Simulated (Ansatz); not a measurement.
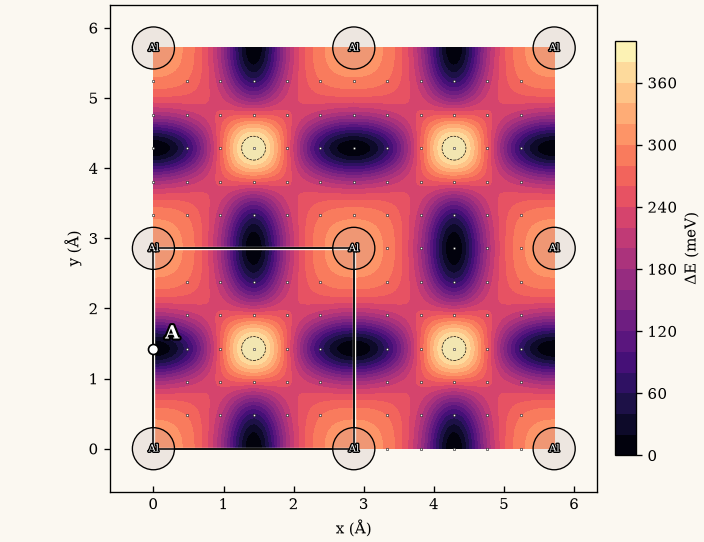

H on an Al(100) slab cut from the Fm-3m phase, its upper half relaxed before the scan (3 atoms of substrate and one adsorbate in a 1 × 1 cell). H is moved over the surface cell; relaxed at each place: the height of the adsorbate's atoms; substrate rigid; the origin of the map has the adsorbate above Al3. Places are given modulo a cell vector. The map is drawn in real space over the plane of the surface. Grid: 6 × 6 points; 10 points were computed and 26 follow by symmetry. Energies are in meV, from the lowest grid point. With one adsorbate in each 1 × 1 cell, its nearest image is 2.9 Å away, so neighbouring adsorbates interact. These are results of DFT PBE, scalar-relativistic, plane waves, PAW in Ansatz, not measurements. Settings: cutoff 420 eV, k-mesh 9×9×1, gaussian smearing 0.1 eV, no spin polarisation.

The picture shows filled contours, dots at the grid points, labelled circles for the atoms of the top layer and small ones for the second layer, the outline of one cell of the 2 × 2 shown, the point A. Between grid points the surface is interpolated.

### Find the lowest pass out of the well at A.

The easiest path leads from the well at a bridge site between two Al atoms, (0/6, 3/6) of the cell vectors to a well of about the same depth at a bridge site between two Al atoms, (3/6, 0/6) of the cell vectors. Its highest point lies about 240 meV above the bottom of the first well on the interpolated surface, at about (0.30, 0.70) of the cell vectors. This is the barrier on the constrained surface; relaxing the other coordinates would change it.

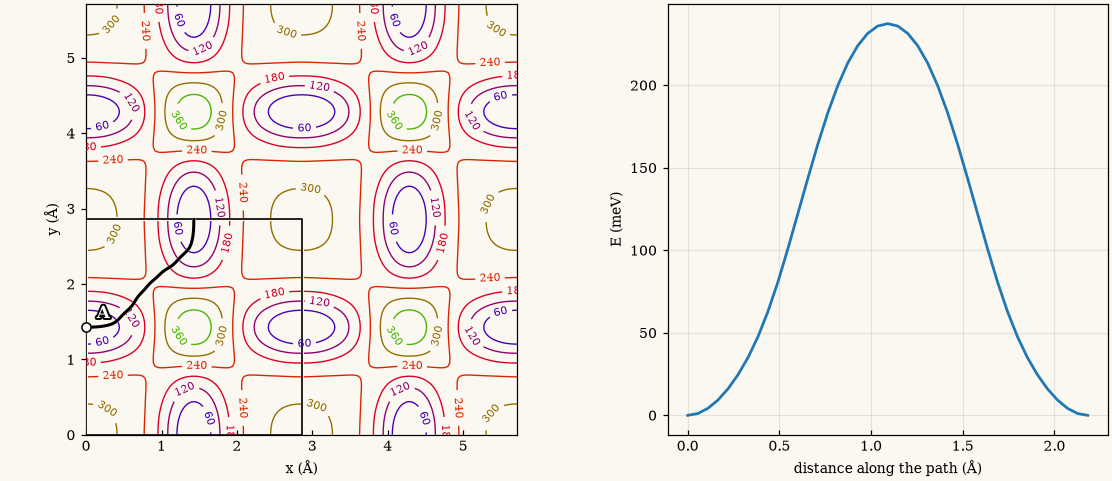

In the figure: contour lines labelled in meV, a line along the lowest path, the outline of one cell of the 2 × 2 shown, the energy along the path at the right. Between grid points the surface is interpolated.

PAW datasets: the set soft_1.
